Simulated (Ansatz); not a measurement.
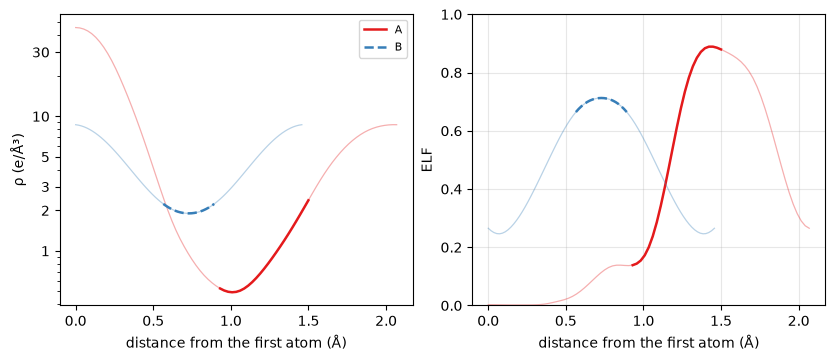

*ZnO2. Valence electron density and ELF along straight lines between neighbouring atoms. Thin, pale parts lie inside the atomic spheres.*

Space group Pa-3; a structure from a database of computed crystals, not necessarily the ambient phase; PAW files of the earlier set (soft_1).

All numbers below come from Ansatz 0.2.0, DFT LDA, scalar-relativistic, plane waves, PAW.

In a PAW calculation such maps are meaningful between the atoms, not at the nuclei.

The calculation's input:

```
crystal:
  lattice:
    - [4.8023117974, 0.0, 0.0]
    - [0.0, 4.8023117974, 0.0]
    - [0.0, 0.0, 4.8023117974]
  atoms:
    - { symbol: Zn, position: [0.0, 0.5, 0.5] }
    - { symbol: Zn, position: [0.5, 0.5, 0.0] }
    - { symbol: Zn, position: [0.5, 0.0, 0.5] }
    - { symbol: Zn, position: [0.0, 0.0, 0.0] }
    - { symbol: O, position: [0.4124106094, 0.0875893906, 0.9124106094] }
    - { symbol: O, position: [0.0875893906, 0.9124106094, 0.4124106094] }
    - { symbol: O, position: [0.9124106094, 0.4124106094, 0.0875893906] }
    - { symbol: O, position: [0.5875893906, 0.5875893906, 0.5875893906] }
    - { symbol: O, position: [0.4124106094, 0.4124106094, 0.4124106094] }
    - { symbol: O, position: [0.0875893906, 0.5875893906, 0.9124106094] }
    - { symbol: O, position: [0.9124106094, 0.0875893906, 0.5875893906] }
    - { symbol: O, position: [0.5875893906, 0.9124106094, 0.0875893906] }
basis:
  ecutwfc: 520.0
kpoints:
  mp_grid: { grid: [6, 6, 6] }
hamiltonian:
  xc: lda
  pseudopotentials: { kind: paw, azcp: { folder: soft_1 } }
scf:
  occupations: { method: gaussian, width: 0.05 }
output:
  forces: true
  stress: true
  eigenvalues: true
  write_density: true
  write_potential: true
  elf: true
  volumetric_format: npy
```

Command:

```sh
ansatz run input.yaml --threads 4 --pin off --max-ram 8192MiB --backend cpu --events-out ev --progress --plain --runs-dir out
```

Below, planes, directions and counts refer to the conventional cell (a = 4.80 Å, b = 4.80 Å, c = 4.80 Å, α = 90.00°, β = 90.00°, γ = 90.00°).

**Which curve belongs to which contact (O–O and Zn–O)? The first atom named is at distance zero.**

Curve A: Zn–O (2.07 Å): ρ at the midpoint is about 0.5 e/Å³; the ELF peaks at about 0.90 in the valence shell of O, 0.6 Å from its nucleus, and is about 0.20 at the midpoint; no localised pair shows between them. Curve B: O–O (1.46 Å): the density is about 1.9 e/Å³ at the midpoint; the ELF peaks at about 0.70 between the atoms.
